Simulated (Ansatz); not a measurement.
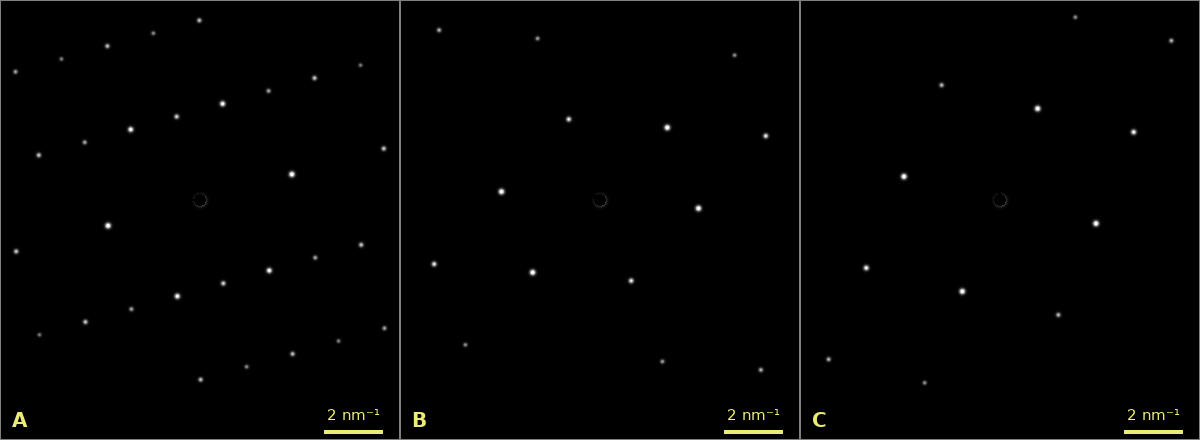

Simulated selected-area electron diffraction patterns (300 kV, kinematic approximation, thin crystal, B = 0.5 Å² for all atoms).

All three come from Na, space group P6_3/mmc (No. 194), a = 3.810 Å, c = 5.987 Å (hexagonal axes). Structure: the input geometry of an electronic-structure calculation (not necessarily at equilibrium); the starting structure was generated, so it need not be a known form of this composition.

Assign the zone axes [100], [101], [211] to A, B and C.

A is [100]: rectangular net of 0 0 1 (itself extinct) at d = 5.99 Å and 0 1 0 at d = 3.30 Å, at 90.0°. B is [101]: centred rectangular net of 0 1 0 at d = 3.30 Å and 1 0 -1 at d = 2.89 Å, at 64.0°. C is [211]: centred rectangular net of 0 1 -1 at d = 2.89 Å and -1 1 1 at d = 2.89 Å, at 81.3°.
